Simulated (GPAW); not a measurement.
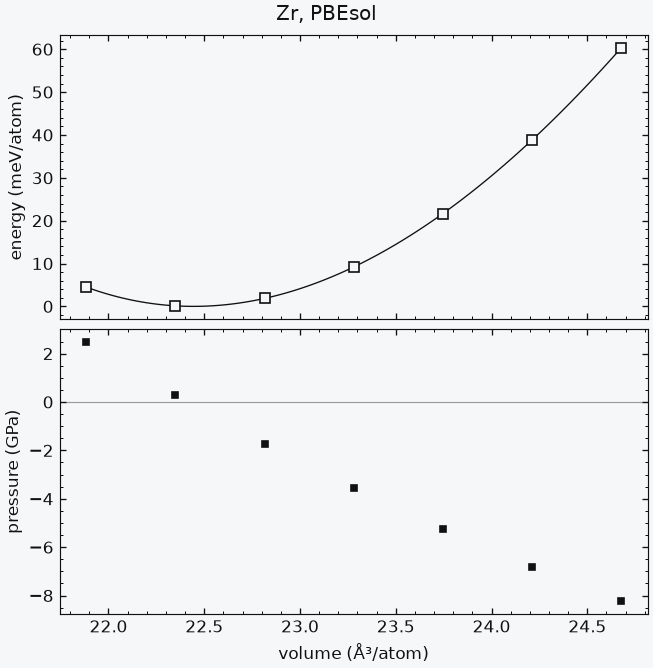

Method: PAW DFT in plane waves, on a grid or in atomic orbitals, no spin polarisation; energies at scaled volumes of the given cell, shape and fractions fixed, counted from the fit's minimum, third-order Birch-Murnaghan fit (GPAW 26.7.0). Level: PBEsol.

- k mesh: 9×9×5
- occupations: Fermi–Dirac
- smearing width: 0.05 eV
- potentials: PAW data sets made by gpaw setup for the functional
- wave cutoff: 600 eV
- program settings: basis pw

Cell as given: a = 3.232 Å, b = 3.232 Å, c = 5.147 Å, α = 90.00°, β = 90.00°, γ = 120.00°; 2 atoms.

Caption: Energy and pressure against volume for Zr, space group P6_3/mmc (No. 194).

A third-order Birch–Murnaghan fit gives V0 = 22.44 Å³/atom, B0 = 99.5 GPa and B′ = 3.2. The energy is 4.50 meV/atom at volume 21.88 Å³/atom and 60.35 meV/atom at 24.68 Å³/atom; the lowest computed point is at volume 22.35 Å³/atom (0.12 meV/atom), in a single well. The pressure falls from 2.47 GPa at volume 21.88 Å³/atom to −8.22 GPa at 24.68 Å³/atom, and changes sign near 22.41 Å³/atom.

Keep in mind: shape and atomic fractions are frozen while scaling, which makes layered, chain and framework solids too stiff.
